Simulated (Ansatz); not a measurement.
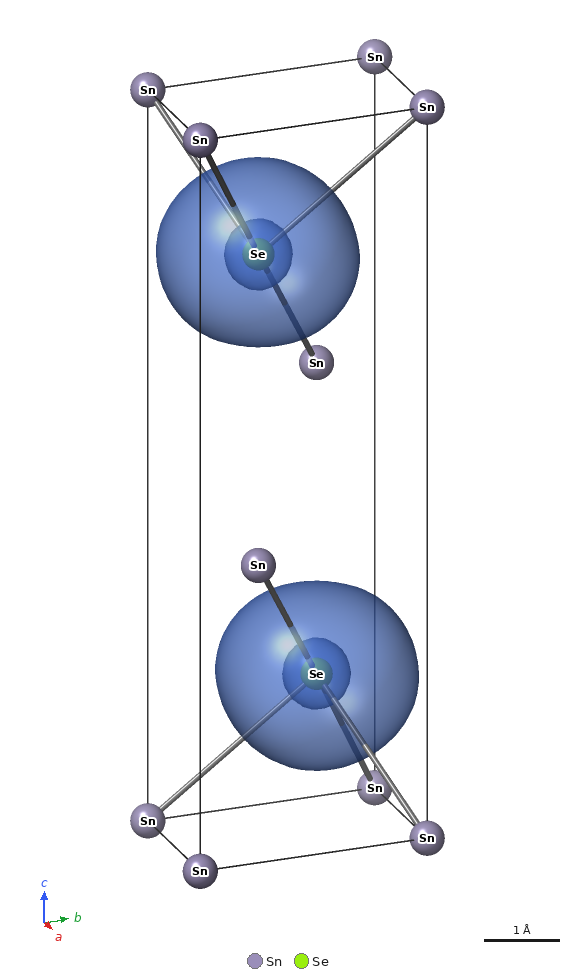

Figure 1: Sn₃Se₂. Isosurface of the electron localisation function at 0.55 (blue), seen slightly off an axis. Only the valence region is drawn (cores and ρ < 0.01 e/Å³ removed). Sticks mark near contacts.

Space group P-3m1; started from the A-type sesquioxide_164 prototype, which need not be the ambient phase.

All numbers below come from DFT PBE, scalar-relativistic, plane waves, PAW (Ansatz).

Core electrons are frozen (PAW), and the valence fields are smoothed inside the atomic spheres.

The calculation's input:

```
crystal:
  lattice:
    - [3.9978388687, 0.0, 0.0]
    - [-1.9989194344, 3.4622300206, 0.0]
    - [0.0, 0.0, 9.9181089529]
  atoms:
    - { symbol: Sn, position: [0.0, 0.0, 0.0] }
    - { symbol: Sn, position: [0.3333333333, 0.6666666667, 0.6182749119] }
    - { symbol: Sn, position: [0.6666666667, 0.3333333333, 0.3817250881] }
    - { symbol: Se, position: [0.3333333333, 0.6666666667, 0.1933045188] }
    - { symbol: Se, position: [0.6666666667, 0.3333333333, 0.8066954812] }
basis:
  ecutwfc: 420
kpoints:
  mp_grid: { grid: [12, 12, 4] }
hamiltonian:
  xc: pbe
scf:
  occupations: { method: gaussian, width: 0.1 }
output:
  forces: true
  stress: true
  eigenvalues: true
  write_density: true
  write_potential: true
  elf: true
  volumetric_format: npy
relax:
  adjacent_minimum: "off"
  f_tol: 0.01
  max_steps: 80
  cell: { stress_tol: 0.05 }
```

Run with:

```sh
ansatz run input.yaml --threads 1 --pin off --max-ram 2560MiB --backend cpu --events-out ev --progress --plain --runs-dir out
```

Below, planes, directions and counts refer to the conventional cell (a = 4.00 Å, b = 4.00 Å, c = 10.00 Å, α = 90.00°, β = 90.00°, γ = 120.00°).

The fields are those of the relaxed geometry.

### Identify the bonds, lone pairs and shells in this picture.

The ELF exceeds this value in two regions wrapped around Se (the valence shell of each), counted in one cell of 5 atoms. Any copies at cell faces, edges or corners count once. Along the contacts the grid gives the following. Sn–Se (2.97 Å): the ELF is about 0.40 at the midpoint and 0.30 at its lowest between the atoms. Sn–Se (3.01 Å): the ELF is about 0.40 at the midpoint.

### Does the calculation make it a metal, or give it a gap?

It is gapless in this calculation (a metal or semimetal).
